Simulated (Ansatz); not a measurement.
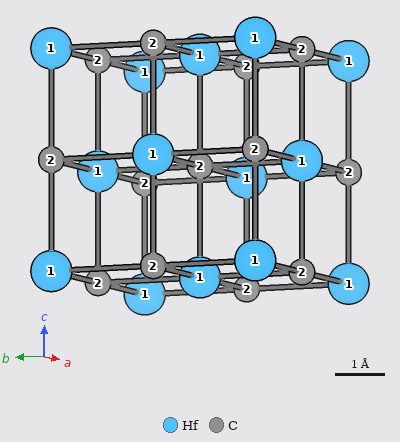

**Figure 1.** The input geometry (ball-and-stick view of the cell 4 times as large as that of the calculation, set on its symmetry axes, seen at an oblique angle; atoms are numbered from 1 in the order of the input). An atom can appear more than once, as a periodic image.

Geometry relaxation of HfC (part 1 of 2)

The run: geometry relaxation of HfC (2 atoms in the cell). Method and program: DFT r2SCAN, scalar-relativistic, plane waves, PAW, no spin polarisation (Ansatz 0.2.0).

The structure derives from an entry of the Crystallography Open Database. Figures and captions count atoms from 1; the log counts them from 0 in places.

### The program's output
```
Engine: ansatz 0.2.0, x86_64-unknown-linux-gnu
Pseudopotentials: kind: paw
Pseudopotential: Hf, paw, valence charge 26, recommended cutoff 500 eV (meta_gga), Hf.paw.azcp
Pseudopotential: C, paw, valence charge 4, recommended cutoff 500 eV (meta_gga), C.paw.azcp
Functional definition: r2SCAN
  parameter k0 = 0.174
  parameter k1 = 0.065
  parameter a1 = 4.9479
  exchange = r2scan_x(k0 = k0, k1 = k1, a1 = a1)
  correlation = r2scan_c
Crystal: 2 atoms, lattice volume = 25.136 Å³
Basis set: ecut = 500 eV, 609 PW (Γ), exchange–correlation on 96×96×96 points (64 copies of the dense FFT grid, shifted against one another)
Bands: 19, of which v1, the nominal top of the filled ones, is band 15 counted from 1 (14 counted from 0)
Symmetry: 48 space group operations
Space group: Fm-3m (ITA 225), of the structure as read, at distance tolerance 2.9e-5 Å
k-points: 145 of 4096
Non-local potential: Hf, projectors of the file, l = 0: 3, l = 1: 2, l = 2: 2, l = 3: 3
Non-local potential: C, projectors of the file, l = 0: 2, l = 1: 2, l = 2: 1
PAW form: soft (Blöchl's): semilocal exchange-correlation on the pseudo side does not see the compensation charge
PAW frozen core: Hf, regenerated for the run's functional (the file was generated under x = pbe(κ = 0.804, μ = 0.2195149727645171), c = pbe(β = 0.06672455060314922))
PAW frozen core: C, regenerated for the run's functional (the file was generated under x = pbe(κ = 0.804, μ = 0.2195149727645171), c = pbe(β = 0.06672455060314922))
PAW one-centre angular grid: Hf, 974 points (default); XC on 160 Gauss nodes
PAW one-centre angular grid: C, 302 points (default); XC on 239 of its mesh's 2573 points in the sphere
Initial density: superposition of atomic densities (neutral atoms: chi_scale 0, normalization atom), corrected by the library's trained network
Initial wavefunctions: pseudopotential atomic-orbital guess
Functional: x = r2scan, c = r2scan; τ floored in thin density (d = 2e-4 eV/Å³)
SCF iter   1: F=—  HF=-15986.871118 eV  |F-HF|=—  |Δ(HF+E_count)|=         —  Δρ=9.46e-3  dr2=1.56e-2  dr2_τ=1.37e-1  ethr=1.77e-3  ⟨swp⟩=4.5  Hψ=10992  notcnv=0
preconditioner: auto → Kerker (q_TF=auto, 2.810 Å⁻¹)  [metal: Δε(μ)=0.020 eV  Ē_g=19.125 eV  σ=0.100 eV  W_gap=0.11  n_scr=14 (ndim 8)  ℏωp=39.2 eV  f_vac=0.000  D(μ)=0.36/eV (n_scr^D=0)]
SCF iter   2: F=—  HF=-15986.900765 eV  |F-HF|=—  |Δ(HF+E_count)|=   2.96e-2  Δρ=6.22e-3  dr2=1.07e-2  dr2_τ=8.35e-4  ethr=5.19e-5  ⟨swp⟩=2.0  Hψ=6666  notcnv=0  defer=1
SCF iter   3: F=—  HF=-15986.899872 eV  |F-HF|=—  |Δ(HF+E_count)|=   8.93e-4  Δρ=4.30e-3  dr2=4.02e-3  dr2_τ=1.99e-4  ethr=3.57e-5  ⟨swp⟩=2.0  Hψ=4085  notcnv=0  defer=1
SCF iter   4: F=—  HF=-15986.900475 eV  |F-HF|=—  |Δ(HF+E_count)|=   6.03e-4  Δρ=7.62e-4  dr2=9.31e-5  dr2_τ=6.24e-6  ethr=1.34e-5  ⟨swp⟩=2.0  Hψ=3577  notcnv=0  defer=1
SCF iter   5: F=—  HF=-15986.900555 eV  |F-HF|=—  |Δ(HF+E_count)|=   8.01e-5  Δρ=3.48e-4  dr2=3.96e-5  dr2_τ=3.12e-6  ethr=3.10e-7  ⟨swp⟩=2.0  Hψ=3843  notcnv=0  defer=1
SCF iter   6: F=—  HF=-15986.900569 eV  |F-HF|=—  |Δ(HF+E_count)|=   1.38e-5  Δρ=9.45e-5  dr2=1.66e-6  dr2_τ=8.69e-8  ethr=1.32e-7  ⟨swp⟩=2.0  Hψ=3962  notcnv=0  defer=1
SCF iter   7: F=-15986.900573 eV  HF=-15986.900572 eV  |F-HF|=1.44e-7  |Δ(HF+E_count)|=   3.52e-6  Δρ=2.00e-5  dr2=7.88e-8  dr2_τ=2.97e-9  ethr=3.33e-10  ⟨swp⟩=7.7  Hψ=21564  notcnv=0
SCF 1 converged in 7 iterations: F = -15986.900573 eV  dr2 = 7.88e-8
  greatest PAW one-centre occupation: 0.998 electrons in one spin orbital (limit 2), on the Hf atom at site 0 (counted from 0), in its partial waves of l = 3
relax step   1: F+E_penalty+E_count = -15986.90057251 eV  Δ(F+E_penalty+E_count) = +0.000e0 eV  max|allowed force component| = 3.517e-30 eV/Å  Δτ_max = 0.0000 Å  P = -1.448 GPa  Ω = 25.136 Å³  (7 SCF iters, dr2 threshold 1.00e-7 eV, accepted)
Crystal: 2 atoms, lattice volume = 24.867 Å³
Initial density: handed on by an earlier stage of this run
Initial wavefunctions: those handed on with the density
iter 1 solved again at ethr=8.12e-7 eV; its pass at ethr=3.10e-3 eV (dr2=2.44e-4 eV) is discarded
SCF iter   1: F=—  HF=-15986.898124 eV  |F-HF|=—  |Δ(HF+E_count)|=         —  Δρ=9.37e-4  dr2=1.98e-4  dr2_τ=2.19e-3  ethr=8.12e-7  ⟨swp⟩=2.0  Hψ=15276  notcnv=0
preconditioner: auto → Kerker (q_TF=auto, 2.815 Å⁻¹)  [metal: Δε(μ)=0.027 eV  Ē_g=18.945 eV  σ=0.100 eV  W_gap=0.15  n_scr=14 (ndim 8)  ℏωp=39.4 eV  f_vac=0.000  D(μ)=0.36/eV (n_scr^D=0)]
SCF iter   2: F=—  HF=-15986.900890 eV  |F-HF|=—  |Δ(HF+E_count)|=   2.77e-3  Δρ=8.72e-4  dr2=2.39e-4  dr2_τ=4.69e-6  ethr=6.61e-7  ⟨swp⟩=2.0  Hψ=4917  notcnv=0
SCF iter   3: F=—  HF=-15986.900850 eV  |F-HF|=—  |Δ(HF+E_count)|=   4.02e-5  Δρ=3.46e-4  dr2=3.57e-5  dr2_τ=3.49e-6  ethr=6.61e-7  ⟨swp⟩=2.0  Hψ=3544  notcnv=0
SCF iter   4: F=—  HF=-15986.900857 eV  |F-HF|=—  |Δ(HF+E_count)|=   6.95e-6  Δρ=1.94e-4  dr2=1.23e-5  dr2_τ=5.72e-7  ethr=1.19e-7  ⟨swp⟩=2.0  Hψ=4244  notcnv=0
SCF iter   5: F=—  HF=-15986.900858 eV  |F-HF|=—  |Δ(HF+E_count)|=   1.93e-6  Δρ=7.48e-5  dr2=1.28e-6  dr2_τ=5.20e-8  ethr=4.10e-8  ⟨swp⟩=2.0  Hψ=4350  notcnv=0
SCF iter   6: F=—  HF=-15986.900856 eV  |F-HF|=—  |Δ(HF+E_count)|=   2.26e-6  Δρ=4.89e-5  dr2=8.11e-7  dr2_τ=4.82e-8  ethr=4.26e-9  ⟨swp⟩=2.0  Hψ=4932  notcnv=0
SCF iter   7: F=-15986.900856 eV  HF=-15986.900856 eV  |F-HF|=2.59e-8  |Δ(HF+E_count)|=   1.71e-7  Δρ=1.82e-5  dr2=1.14e-7  dr2_τ=3.12e-9  ethr=6.67e-10  ⟨swp⟩=6.4  Hψ=19099  notcnv=0
SCF 2 converged in 7 iterations: F = -15986.900856 eV  dr2 = 1.14e-7
relax step   2: F+E_penalty+E_count = -15986.90085633 eV  Δ(F+E_penalty+E_count) = -2.838e-4 eV  max|allowed force component| = 2.235e-30 eV/Å  Δτ_max = 0.0000 Å  P = +1.180 GPa  Ω = 24.867 Å³  energy of the carried Pulay correction = +3.854e-5 eV  (7 SCF iters, dr2 threshold 2.00e-7 eV, accepted)
Crystal: 2 atoms, lattice volume = 24.987 Å³
iter 1 solved again at ethr=1.51e-7 eV; its pass at ethr=3.10e-3 eV (dr2=4.52e-5 eV) is discarded
SCF iter   1: F=—  HF=-15986.900738 eV  |F-HF|=—  |Δ(HF+E_count)|=         —  Δρ=4.07e-4  dr2=3.62e-5  dr2_τ=4.43e-4  ethr=1.51e-7  ⟨swp⟩=2.0  Hψ=15199  notcnv=0
preconditioner: auto → Kerker (q_TF=auto, 2.813 Å⁻¹)  [metal: Δε(μ)=0.007 eV  Ē_g=18.944 eV  σ=0.100 eV  W_gap=0.04  n_scr=14 (ndim 8)  ℏωp=39.3 eV  f_vac=0.000  D(μ)=0.36/eV (n_scr^D=0)]
SCF iter   2: F=—  HF=-15986.901283 eV  |F-HF|=—  |Δ(HF+E_count)|=   5.44e-4  Δρ=3.85e-4  dr2=4.66e-5  dr2_τ=9.63e-7  ethr=1.21e-7  ⟨swp⟩=2.0  Hψ=4917  notcnv=0
SCF iter   3: F=—  HF=-15986.901275 eV  |F-HF|=—  |Δ(HF+E_count)|=   8.12e-6  Δρ=1.55e-4  dr2=7.24e-6  dr2_τ=6.37e-7  ethr=1.21e-7  ⟨swp⟩=2.0  Hψ=3524  notcnv=0
SCF iter   4: F=—  HF=-15986.901276 eV  |F-HF|=—  |Δ(HF+E_count)|=   1.01e-6  Δρ=8.53e-5  dr2=2.38e-6  dr2_τ=1.11e-7  ethr=2.41e-8  ⟨swp⟩=2.0  Hψ=4232  notcnv=0
SCF iter   5: F=—  HF=-15986.901276 eV  |F-HF|=—  |Δ(HF+E_count)|=   2.10e-7  Δρ=3.18e-5  dr2=2.20e-7  dr2_τ=8.32e-9  ethr=7.94e-9  ⟨swp⟩=2.0  Hψ=4350  notcnv=0
SCF iter   6: F=-15986.901275 eV  HF=-15986.901275 eV  |F-HF|=5.58e-8  |Δ(HF+E_count)|=   3.87e-7  Δρ=2.34e-5  dr2=1.88e-7  dr2_τ=1.08e-8  ethr=6.67e-10  ⟨swp⟩=9.5  Hψ=23530  notcnv=0
SCF 3 converged in 6 iterations: F = -15986.901275 eV  dr2 = 1.88e-7
  Residual-converged pass: ⟨swp⟩=1.0  Hψ=3342  notcnv=0  max |occ|·‖R‖ = 7.1e-9 eV (tolerance 1.0e-8 eV)  dr2=1.88e-7  dr2_τ=1.08e-8  dr2_onsite=2.97e-8  max |Δocc| = 5.4e-13
relax step   3: F+E_penalty+E_count = -15986.90127539 eV  Δ(F+E_penalty+E_count) = -4.191e-4 eV  max|allowed force component| = 2.169e-30 eV/Å  Δτ_max = 0.0000 Å  P = -0.011 GPa  Ω = 24.987 Å³  energy of the carried Pulay correction = +2.129e-5 eV  (6 SCF iters, dr2 threshold 2.00e-7 eV, accepted)
Initial wavefunctions: pseudopotential atomic-orbital guess (no wavefunctions were taken with the density)
iter 1 solved again at ethr=8.37e-9 eV; its pass at ethr=3.10e-3 eV (dr2=2.51e-6 eV) is discarded
SCF iter   1: F=—  HF=-15986.901254 eV  |F-HF|=—  |Δ(HF+E_count)|=         —  Δρ=2.43e-5  dr2=1.92e-7  dr2_τ=1.23e-8  ethr=8.37e-9  ⟨swp⟩=3.4  Hψ=19747  notcnv=0
preconditioner: auto → Kerker (q_TF=auto, 2.813 Å⁻¹)  [metal: Δε(μ)=0.007 eV  Ē_g=18.941 eV  σ=0.100 eV  W_gap=0.04  n_scr=14 (ndim 8)  ℏωp=39.3 eV  f_vac=0.000  D(μ)=0.36/eV (n_scr^D=0)]
SCF iter   2: F=—  HF=-15986.901254 eV  |F-HF|=—  |Δ(HF+E_count)|=   4.48e-9  Δρ=1.27e-5  dr2=4.73e-8  dr2_τ=2.32e-9  ethr=6.38e-10  ⟨swp⟩=2.0  Hψ=3650  notcnv=0
SCF iter   3: F=—  HF=-15986.901254 eV  |F-HF|=—  |Δ(HF+E_count)|=   2.34e-8  Δρ=4.75e-6  dr2=5.28e-9  dr2_τ=1.26e-10  ethr=1.58e-10  ⟨swp⟩=2.3  Hψ=3987  notcnv=0
SCF iter   4: F=—  HF=-15986.901254 eV  |F-HF|=—  |Δ(HF+E_count)|=   5.59e-9  Δρ=2.58e-6  dr2=1.34e-9  dr2_τ=1.48e-10  ethr=1.76e-11  ⟨swp⟩=2.0  Hψ=4930  notcnv=0
SCF iter   5: F=—  HF=-15986.901254 eV  |F-HF|=—  |Δ(HF+E_count)|=   1.35e-9  Δρ=9.15e-7  dr2=1.33e-10  dr2_τ=1.62e-11  ethr=4.48e-12  ⟨swp⟩=2.0  Hψ=4745  notcnv=0
SCF iter   6: F=—  HF=-15986.901254 eV  |F-HF|=—  |Δ(HF+E_count)|=  1.95e-10  Δρ=4.27e-7  dr2=4.31e-11  dr2_τ=3.58e-12  ethr=1.00e-12  ⟨swp⟩=2.0  Hψ=4930  notcnv=0
SCF iter   7: F=-15986.901254 eV  HF=-15986.901254 eV  |F-HF|=3.64e-12  |Δ(HF+E_count)|=    0.00e0  Δρ=5.51e-8  dr2=5.80e-13  dr2_τ=5.84e-14  ethr=1.00e-12  ⟨swp⟩=5.9  Hψ=12835  notcnv=0
SCF 4 converged in 7 iterations: F = -15986.901254 eV  dr2 = 5.80e-13
relax step   4: F+E_penalty+E_count = -15986.90125398 eV  Δ(F+E_penalty+E_count) = +2.141e-5 eV  max|allowed force component| = 2.942e-30 eV/Å  Δτ_max = 0.0000 Å  P = -0.010 GPa  Ω = 24.987 Å³  stress off target by 9.83e-3 GPa  SCF on the basis re-selected at this cell (its energy is not comparable with the rows above)  (7 SCF iters)
```

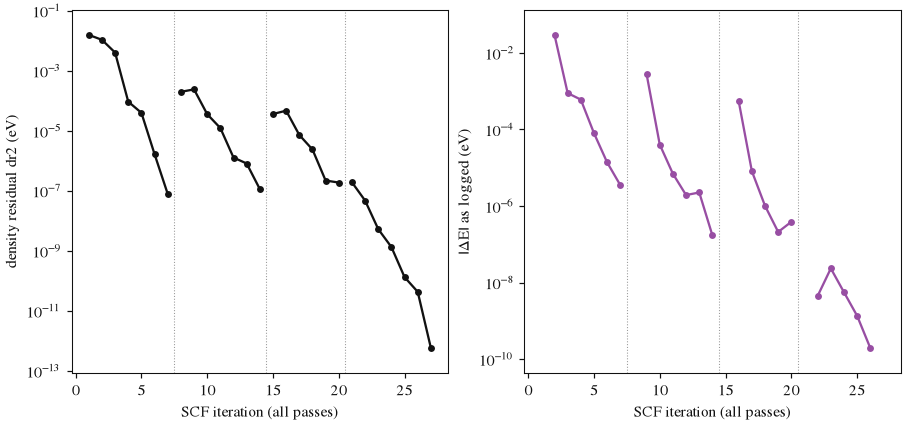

**Figure 2.** Convergence of the self-consistent field: density residual dr2 and size of the energy change against the SCF iteration. The dotted lines part the SCF passes of the relaxation: geometry steps, rejected trials and re-solves on a re-selected basis. The passes take 7, 7, 6 and 7 iterations.

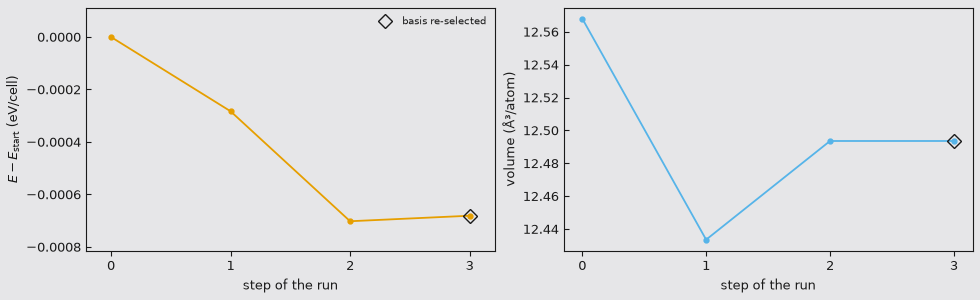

**Figure 3.** Progress of the relaxation, step by step (the first geometry is step 0 here and step 1 in the log). The atoms keep their places relative to the cell (all moves are under 0.005 Å). The energy falls by 0.7 meV per cell of the calculation in 2 geometry steps. All forces vanish by symmetry, so only the cell relaxes. The pressure goes from −1.45 to −0.01 GPa. A last SCF at the same geometry on a re-selected plane-wave basis shifts the energy by +0.0 meV per cell of the calculation.
